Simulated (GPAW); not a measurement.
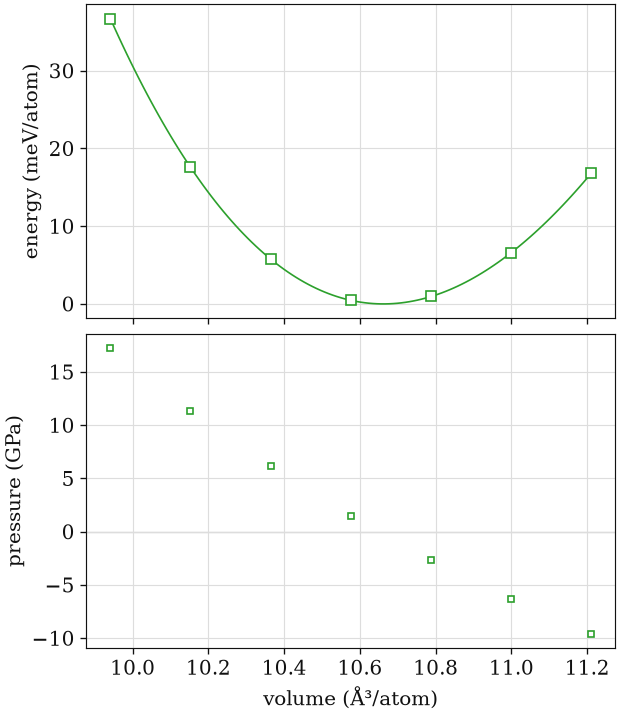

The plot gives the computed energy and pressure against volume for CoPdO₂, space group R-3m (No. 166).

Cell as given: a = 6.183 Å, b = 6.183 Å, c = 6.183 Å, α = 26.78°, β = 26.78°, γ = 26.78°; 4 atoms.

How it was computed, with GPAW 26.7.0: PAW DFT in plane waves, on a grid or in atomic orbitals, collinear spins; energies at scaled volumes of the given cell, shape and fractions fixed, counted from the fit's minimum, third-order Birch-Murnaghan fit. Level: PBE, collinear spin.

```json
{"setting": "k mesh", "value": "7×7×7"}
{"setting": "occupations", "value": "Fermi–Dirac"}
{"setting": "smearing width", "value": "0.05 eV"}
{"setting": "potentials", "value": "GPAW PAW data sets (gpaw data 1.2.1)"}
{"setting": "wave cutoff", "value": "800 eV"}
{"setting": "program settings", "value": "basis pw"}
```

> Give the fitted equation-of-state parameters.

A third-order Birch–Murnaghan fit gives V0 = 10.66 Å³/atom, B0 = 210 GPa and B′ = 4.9.

> Read off the course of the pressure.

It falls from 17.22 GPa at volume 9.94 Å³/atom to −9.57 GPa at 11.21 Å³/atom, and changes sign near 10.65 Å³/atom.

Note: shape and atomic fractions are frozen while scaling, which makes layered, chain and framework solids too stiff.

The computed values:

| volume (Å³/atom) | energy (meV/atom) | pressure (GPa) |
| --- | --- | --- |
| 9.94 | 36.66 | 17.22 |
| 10.15 | 17.55 | 11.37 |
| 10.36 | 5.75 | 6.15 |
| 10.58 | 0.47 | 1.51 |
| 10.79 | 0.95 | −2.62 |
| 11.00 | 6.59 | −6.30 |
| 11.21 | 16.83 | −9.57 |
